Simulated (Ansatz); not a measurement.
# Formation energy and levels of the vacancy V_N in AlN (F-43m), part 2 of 2

Wanted: the transition levels of a vacancy in AlN (F-43m), from a cell of 54 host atoms with 1 N taken out.

Ansatz; place-levels on r2SCAN runs: charge-transition levels and formation energies with image-charge correction and potential alignment at the atomic sites.

So far. Step 3 (Placing the levels, r2SCAN): Under r2SCAN the gap is 3.93 eV, (+3/+2) -0.21 (outside the gap), (+2/+1) 0.39, (+1/0) 3.60, (0/−1) 4.34 (outside the gap) eV.

### Step 4. The same at the relaxations' own k-points

The relaxations' own energies give the levels at their sampling, for comparison.

levels.relax_mesh.yaml

```yaml
host:
  run: host.relax.run
states: [qm1.relax.run, q0_M1.relax.run, qp1.relax.run, qp2_M1.relax.run, qp3.relax.run]
chemical_potentials:
  "N":
    energy: -384.812052
    dataset: "<sha256 of the dataset>"
```

Launch:

```
$ ansatz place-levels levels.relax_mesh.yaml -- --threads 4 --pin off --max-ram 7536MiB
```

Numbers of over 12 decimals in the logs are rounded to 6 here.

The program printed:

```text
(+3/+2) 0.501 eV beneath the valence edge, in the valence band
(+2/+1) 0.127 eV above the valence edge, 3.750 eV under the conduction edge
(+1/0) 3.682 eV above the valence edge, 0.195 eV under the conduction edge
(0/-1) 4.399 eV above the valence edge, in the conduction band
formation energy of charge +3: +2.532 eV with the Fermi level at the valence edge
formation energy of charge +2: +2.032 eV with the Fermi level at the valence edge
formation energy of charge +1: +2.159 eV with the Fermi level at the valence edge
formation energy of charge 0: +5.842 eV with the Fermi level at the valence edge
formation energy of charge -1: +10.241 eV with the Fermi level at the valence edge
  edges by r2scan, gap 3.877 eV; the host is sampled to repeats of 9.27 Å
[... the lines on each state left out ...]
```

Elapsed: 0.17 s, on 4 threads of Arm Neoverse V1, shared host.

Levels between neighbouring charges, in eV above the valence top:

|  | gap (eV) | (+3/+2) | (+2/+1) | (+1/0) | (0/−1) |
| --- | --- | --- | --- | --- | --- |
| one point at (¼, ¼, ¼) | 3.88 | -0.50 | 0.13 | 3.68 | 4.40 |
| a 2×2×2 shifted mesh | 3.93 | -0.21 | 0.39 | 3.60 | 4.34 |

Going from one point at (¼, ¼, ¼) to a 2×2×2 shifted mesh moves the levels that carry no band-filling term by up to 0.29 eV and formation energies against the elements by up to 0.57 eV.

### Step 5. Levels against the band edges, PBEsol

PBEsol on the same structure is run to see how far the result rests on the functional, though not on the errors that semilocal functionals share.

qm1.pbesol/input.yaml

```yaml
crystal:
  checkpoint: "../qm1.relax.run"
  host: checkpoint
total_charge: -1
basis:
  ecutwfc: 420
  xc_grid: 2
hamiltonian:
  xc: pbesol
kpoints:
  mp_grid: { grid: [2, 2, 2], shift: [0.5, 0.5, 0.5] }
scf:
  occupations: { method: fermi_dirac, width: 0.01 }
  max_iter: 60
output:
  forces: true
  eigenvalues: true
  charged_corrections:
    epsilon: 4.64
    static_epsilon: 8.52
    defect_position: [0.416667, 0.416667, 0.416667]
  eigenstates: { localisation: true }
  populations: true
  band_densities: [{ bands: [v1, v1] }, { bands: [c1, c1] }]
  write_density: true
  write_potential: true
  volumetric_format: npy
  elf: true
checkpoint:
  write: "../qm1.pbesol.run"
  compress: false
  write_wavefunctions: false
  write_every: 100000
```

Elapsed: 32 s, on 4 threads; peak memory 1.8 GiB.

levels.pbesol.yaml

```yaml
host:
  run: host.pbesol.run
  levels_from: { run: edges.pbesol.run }
states: [qm1.pbesol.run, q0_M1.pbesol.run, qp1.pbesol.run, qp2_M1.pbesol.run, qp3.pbesol.run]
geometry_from:
  qm1.pbesol.run: qm1.relax.run
  q0_M1.pbesol.run: q0_M1.relax.run
  qp1.pbesol.run: qp1.relax.run
  qp2_M1.pbesol.run: qp2_M1.relax.run
  qp3.pbesol.run: qp3.relax.run
  host.pbesol.run: host.relax.run
chemical_potentials:
  "N":
    energy: -378.471758
    dataset: "<sha256 of the dataset>"
```

Launch:

```
$ ansatz place-levels levels.pbesol.yaml -- --threads 4 --pin off --max-ram 7536MiB
```

The program printed:

```text
(+3/+2) 0.307 eV beneath the valence edge, in the valence band
(+2/+1) 0.062 eV above the valence edge, 3.118 eV under the conduction edge
(+1/0) 3.271 eV above the valence edge, in the conduction band
(0/-1) 3.581 eV above the valence edge (+3.797 eV without the band-filling correction), in the conduction band
formation energy of charge +3: +2.726 eV with the Fermi level at the valence edge
formation energy of charge +2: +2.419 eV with the Fermi level at the valence edge
formation energy of charge +1: +2.482 eV with the Fermi level at the valence edge
formation energy of charge 0: +5.753 eV with the Fermi level at the valence edge
formation energy of charge -1: +9.334 eV with the Fermi level at the valence edge
  edges by pbesol of host.levels_from (edges.pbesol.run), its mesh sampled to repeats of 33.99 Å (the valence edge +0.058 eV and the conduction edge -0.411 eV from those of the host's own run), gap 3.181 eV; the host is sampled to repeats of 18.54 Å
[... the lines on each state left out ...]
```

Elapsed: 0.36 s, on 4 threads.

Under PBEsol the gap is 3.18 eV, (+3/+2) -0.31 (outside the gap), (+2/+1) 0.06, (+1/0) 3.27 (outside the gap), (0/−1) 3.58 (outside the gap) (with band filling) eV.

### Step 6. A changed set-up

A choice is tested by changing it alone.

levels.try1.yaml is levels.point.yaml with these lines changed:

```diff
-epsilon: 4.64
-static_epsilon: 8.52
+epsilon: 6.17
+static_epsilon: 11.33
```

Launch:

```
$ ansatz place-levels levels.try1.yaml -- --threads 4 --pin off --max-ram 7536MiB
```

The program printed:

```text
(+3/+2) 0.034 eV above the valence edge, 3.892 eV under the conduction edge
(+2/+1) 0.537 eV above the valence edge, 3.389 eV under the conduction edge
(+1/0) 3.646 eV above the valence edge, 0.281 eV under the conduction edge
(0/-1) 4.294 eV above the valence edge, in the conduction band
formation energy of charge +3: +2.112 eV with the Fermi level at the valence edge
formation energy of charge +2: +2.145 eV with the Fermi level at the valence edge
formation energy of charge +1: +2.683 eV with the Fermi level at the valence edge
formation energy of charge 0: +6.328 eV with the Fermi level at the valence edge
formation energy of charge -1: +10.622 eV with the Fermi level at the valence edge
vertical -1 to 0: no energy, since no alignment is typed
vertical +1 to 0: no energy, since no alignment is typed
vertical +2 to 0: no energy, since no alignment is typed
vertical +3 to 0: no energy, since no alignment is typed
  edges by r2scan, gap 3.926 eV; the host is sampled to repeats of 18.54 Å
[... the lines on each state left out ...]
```

The change: dielectric constants a third too high.

Levels in eV above the valence top; the changed ones are not the defect's:

```csv
,gap (eV),(+3/+2),(+2/+1),(+1/0),(0/−1)
changed,3.93,0.03,0.54,3.65,4.29
as set up,3.93,-0.21,0.39,3.60,4.34
```

The largest shift is 0.24 eV.

### Step 7. The ladder

Levels between neighbouring charges, in eV above each run's own valence top:

```
                                                 gap (eV)  (+3/+2)  (+2/+1)  (+1/0)  (0/−1)  CPU time a state at this stage (restarts are quicker than cold starts)
                     r2SCAN, 2×2×2 shifted mesh      3.93    -0.21     0.39    3.60    4.34                                                                 4.9 min
PBEsol on r2SCAN structures, 2×2×2 shifted mesh      3.18    -0.31     0.06    3.27    3.58                                                                 2.9 min
```

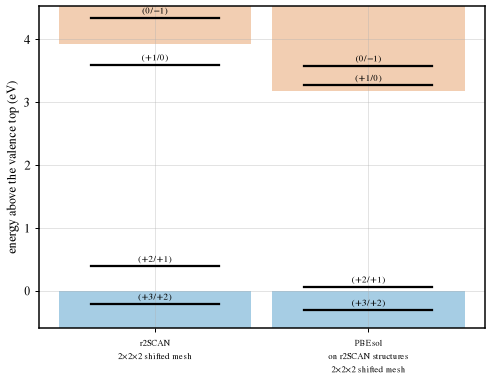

Levels between stable charges at each rung, each against its own band edges (shaded).

### Step 8. Results

| Quantity | Value |
| --- | --- |
| gap of the host | 3.93 eV (r2SCAN) |
| level (plus 3/plus 2) | 0.21 eV below the valence top |
| level (plus 2/plus 1) | 0.39 eV above the valence top |
| level (plus 1/0) | 3.60 eV above the valence top |
| level (0/minus 1) | 4.34 eV above the valence top, past the conduction bottom |
| lowest of the charges placed, just above the valence top (0.02 eV) | +2 |
| lowest of the charges placed, just below the conduction bottom (0.02 eV) | 0 |
| lowest formation energy at mid-gap of the charges run, Al-rich | 1.49 eV |
| lowest formation energy at mid-gap of the charges run, N-rich | 4.69 eV |

Of the charges placed (−1, 0, +1, +2 and +3), the lowest changes at 0.39 eV (+2/+1) and 3.60 eV (+1/0) above the valence top, in a gap of 3.93 eV. (+2/+1) lies nearer to a band edge than the share of the finite-size correction in it (0.64 eV), and that correction holds for a localised charge alone. States placed: +3 at 0 μB; +2 at 1 μB; +1 at 0 μB; 0 at 1 μB; −1 at 0 μB. Other spin states or structures, where not listed, weren't placed. Corrections reach 1.9 eV, so the cell is small for these charges and their levels are rough. Going from one point at (¼, ¼, ¼) to a 2×2×2 shifted mesh moves the levels that carry no band-filling term by up to 0.29 eV and formation energies against the elements by up to 0.57 eV. The program doubts the alignment of potentials for at least one state, a sign that the cell is small. Keep in mind: r2SCAN makes the gap too small and tends to spread out bound carriers; where a gas molecule sets a chemical potential or the host's formation energy, its binding is uncorrected; force components of up to 0.25 eV/Å remain in a run at the final settings.

[Logs are printed without paths, hosts, clocks, repeated set-up lines and the standing remarks that a program may print on its own settings, such as how far it seeks lower states.]

[Hosts, paths, dates, database ids (printed as entryN), source tags and the programs' standing remarks are cut or masked in the printed files.]

[Where a table of states has a column of steps, it counts the stored structures, which are thinned; the runs took as many ionic steps or more.]

[A defect's name tells the site on which it was built; relaxed atoms can leave that site.]

[For some hosts the program warned that the k-mesh of the response run may be too coarse for force constants and the static dielectric constant; such warnings are not shown here.]
